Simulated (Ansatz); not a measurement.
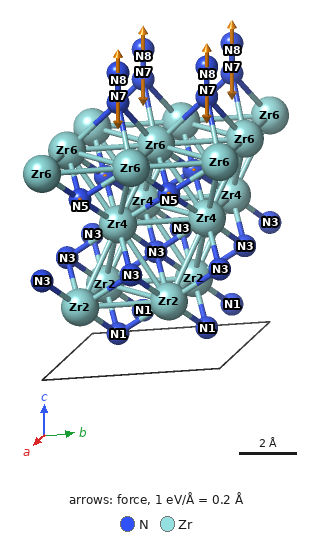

Starting geometry of a slab of composition Zr$_{3}$N$_{5}$ (cut from the Fm-3m phase) with the computed forces as orange arrows. Style: ball-and-stick. Shown: the 2 × 2 repeat of the cell, outlined in the plane, without the vacuum, slightly off an axis.

Case: N2 put at a hollow Zr-Zr-Zr site. The slab is the (1 1 1) face of ZrN with N2 on it. 3 atoms are held fixed.

Computed with DFT r2SCAN, scalar-relativistic, plane waves, PAW in Ansatz. (plane-wave cutoff 500 eV; k-point mesh 9 × 9 × 1; occupations gaussian; smearing width 0.1 eV; no spin polarisation; dipole correction; atoms relaxed in a fixed cell; force threshold 0.03 eV/Å; at most 70 steps)

### What follows when this structure is relaxed?

It isn't relaxed: the largest force vector, on N7, is 4.96 eV/Å. The final displacements have little in common with the starting forces (cosine between the two patterns 0.16). After 5 geometry steps the energy has fallen by 0.213 eV per cell of the calculation. Largest force component: 5 eV/Å at the start, 0.0038 eV/Å at the end. N7 moves most: 0.29 Å along the normal (−c). Largest moves by element: N 0.29 Å, Zr 0.04 Å. The lattice vectors keep their values. Some distances before and after: Zr6–N7 2.668 → 2.496 Å, N7–N8 1.100 → 1.152 Å, N5–Zr6 2.280 → 2.232 Å, Zr4–Zr6 3.179 → 3.150 Å. Bond angles that change, for instance: Zr6–N7–Zr6 74.9° → 81.0°, Zr6–N7–N8 135.4° → 131.4°, Zr6–N5–Zr6 90.6° → 93.2°. The run took 86 s on 2 threads of Arm Neoverse V2, with other jobs on the host, peak memory 0.97 GiB.

Limits of the set-up: the cell has an odd number of electrons but was run without spin polarisation; the periodic images lie only 3.2 Å apart, so the values are limited by the cell's size.
